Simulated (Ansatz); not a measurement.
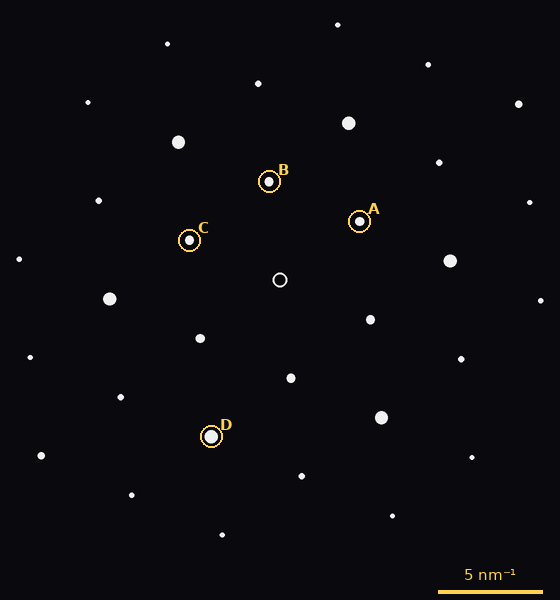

Simulated selected-area electron diffraction pattern (200 kV, kinematic approximation, thin crystal, B = 1 Å² for all atoms). The zone axis points towards the electron source and the pattern is seen from the source side.

The sample is Fe, space group P6_3/mmc (No. 194), a = 2.42 Å, c = 7.81 Å (hexagonal axes). Structure: the input geometry of an electronic-structure calculation (not necessarily at equilibrium); the starting structure was generated, so it need not be a known form of this composition.

Spot A is indexed -1 0 0 and spot B 0 -1 0.

**Index the other marked spots.**

C = −A + B = 1 -1 0 (d = 2.099 Å). D = −A − B = 1 1 0 (d = 1.212 Å).

**Which zone axis is this?**

The cross product of A and B is parallel to [001]; every spot obeys hu + kv + lw = 0.
